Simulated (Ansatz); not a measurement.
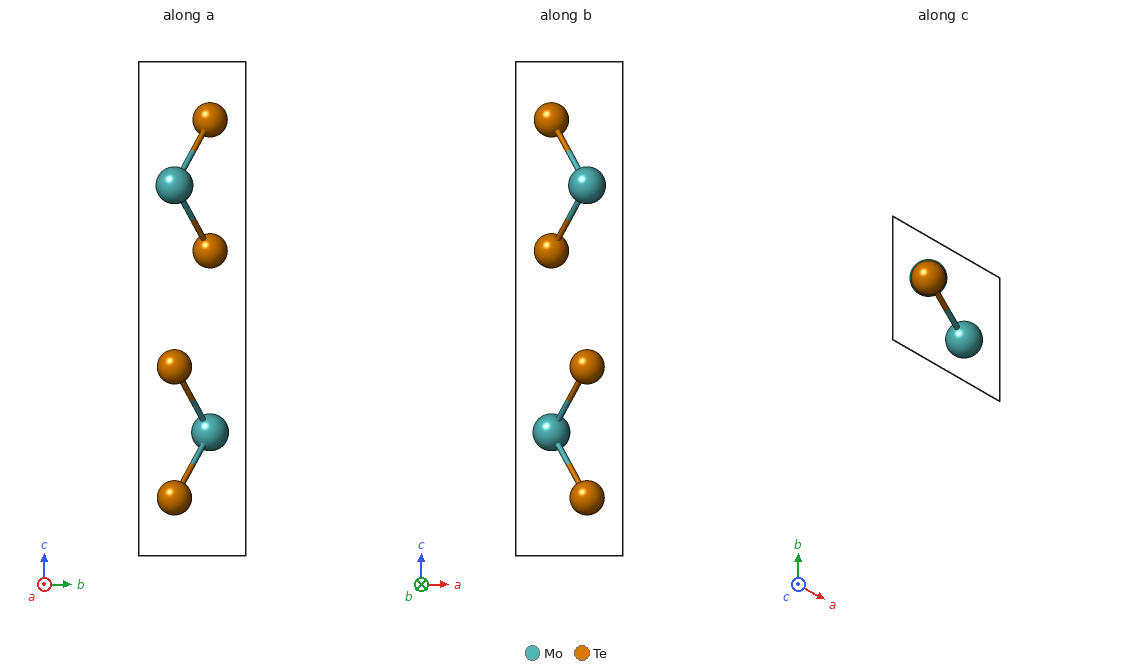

A ball-and-stick picture of a crystal structure, seen along the a axis, along the b axis and along the c axis. One conventional unit cell is outlined, and atoms on its boundary appear in each equivalent place.

Lattice parameters: a = 3.4359 Å, b = 3.4359 Å, c = 13.7514 Å, α = 90.000°, β = 90.000°, γ = 120.000°.

> Reconstruct the structure as a CIF with its space group and independent sites, with free fractional coordinates to two decimals.

```cif
data_structure
_symmetry_space_group_name_H-M 'P 63/m m c'
_symmetry_Int_Tables_number 194
_cell_length_a 3.4359
_cell_length_b 3.4359
_cell_length_c 13.7514
_cell_angle_alpha 90.000
_cell_angle_beta 90.000
_cell_angle_gamma 120.000
_cell_volume 140.59
loop_
_atom_site_label
_atom_site_type_symbol
_atom_site_symmetry_multiplicity
_atom_site_Wyckoff_symbol
_atom_site_fract_x
_atom_site_fract_y
_atom_site_fract_z
_atom_site_occupancy
Mo1 Mo 2 c 0.3333 0.6667 0.25 1
Te1 Te 4 f 0.6667 0.3333 0.38 1
```

Its origin is a structure type filled with these elements by a generator (whether the compound takes this form wasn't checked). The cell was then strained or its atoms displaced on purpose. It was run through Ansatz as a DFT input.

At this level of theory the run's own cell isn't at rest (compressed, at 7 GPa), so its distances can differ from those at equilibrium, the more so the softer the solid.
